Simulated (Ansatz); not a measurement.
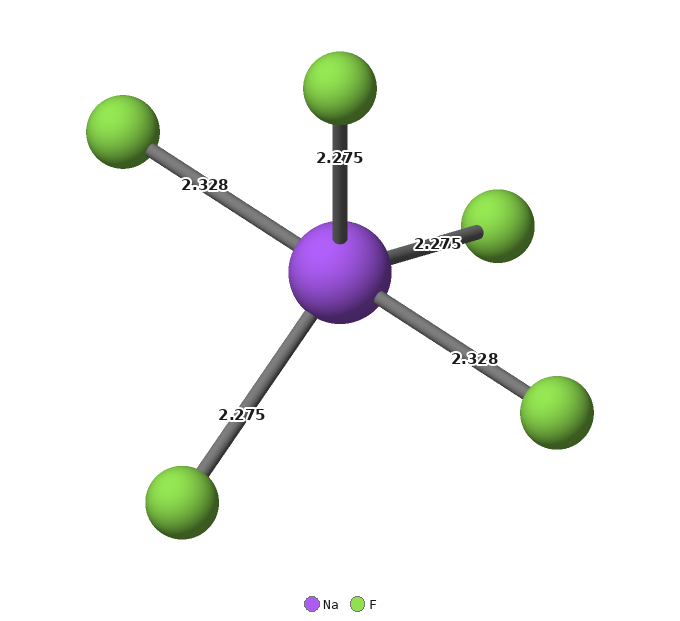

The surroundings of site Na1 (at 0.333, 0.667, 0.250) in NaF in space group P6_3/mmc, with bond lengths in Å.

Source of the atomic positions: the end point of a relaxation with DFT, PBE, plane waves, PAW (Ansatz 0.2.0); the starting structure was generated, so it need not be a known form of this composition.

```yaml
crystal:
  lattice:
    - [3.94050, 0.00000, 0.00000]
    - [-1.97025, 3.41257, 0.00000]
    - [0.00000, 0.00000, 4.65634]
  atoms:
    - { symbol: Na, position: [0.33333, 0.66667, 0.25000] }
    - { symbol: Na, position: [0.66667, 0.33333, 0.75000] }
    - { symbol: F, position: [0.66667, 0.33333, 0.25000] }
    - { symbol: F, position: [0.33333, 0.66667, 0.75000] }
```

Bond valence s = exp((R0 − d)/b), R0 fitted to published crystal structures with b = 0.37 Å; R0 in Å: Na+–F 1.649.

Calculate the bond-valence sum of Na1 from the bonds drawn.

3 × 0.184 + 2 × 0.160 = 0.87 v.u., against a formal valence of 1: underbonded (bonds long for this ion) by 0.13.

And over the whole structure?

```json
{"site": "Na1", "x, y, z": "0.333, 0.667, 0.250", "formal valence": "+1", "bond-valence sum": "0.88", "difference": "-0.12"}
{"site": "F1", "x, y, z": "0.667, 0.333, 0.250", "formal valence": "−1", "bond-valence sum": "0.88", "difference": "-0.12"}
```

These sums include all anions within 5 Å. The global instability index (root mean square of the differences over all atoms) is 0.12 v.u.: moderate strain, common in real structures. Cells relaxed with PBE tend to have slightly long bonds, which lowers the sums.
